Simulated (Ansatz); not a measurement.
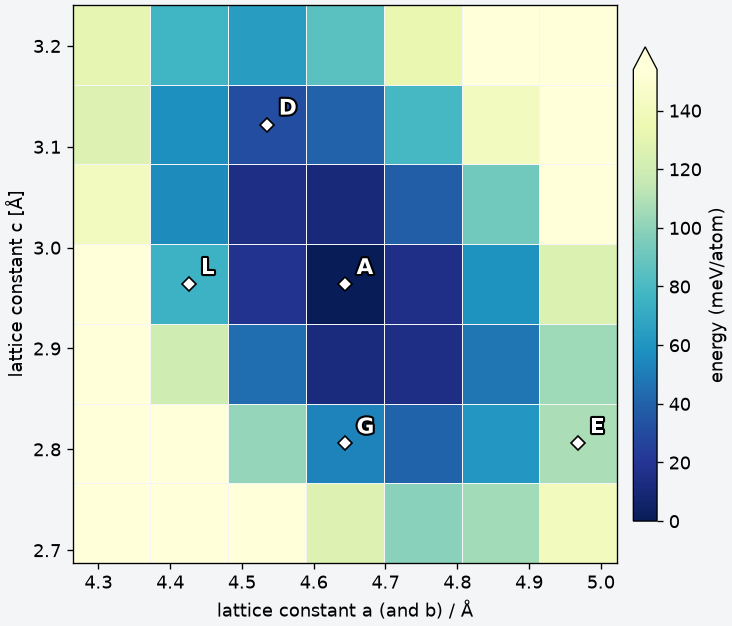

TiO₂ (P4_2/mnm, No. 136; 6 atoms in the cell). 
- The energy is mapped over the lattice constants a and c of the conventional cell.
- Coordinates scanned: (1) lattice constant a (and b); (2) lattice constant c.
- Nothing is relaxed (fractional coordinates fixed).
- The grid has 7 × 7 points.
- Energies are in meV/atom, from the lowest grid point.
- All numbers below come from DFT PBE, scalar-relativistic, plane waves, PAW in Ansatz 0.2.0. Settings: cutoff 520 eV, k-mesh 6×6×10 in the order of the run's cell vectors, gaussian smearing 0.05 eV, no spin polarisation.

Drawn: one coloured cell a grid point, one colour for all values above the top of the scale, lettered points.

> Is E the lowest point of the computed grid?

No. E lies 108 meV/atom above the lowest grid point, which is at lattice constant a (and b) = 4.643 Å, lattice constant c = 2.964 Å.

> Rank the lettered points by energy, lowest first.

A (0 meV/atom), D (31 meV/atom), G (53 meV/atom), L (75 meV/atom), E (108 meV/atom).

> What kind of point is each of A, G, L: minimum, saddle, maximum or slope?

A: minimum; G: on a slope; L: on a slope. (In these two coordinates alone; a stationary point may lie a little off the grid point.)

PAW datasets: the set soft_1.
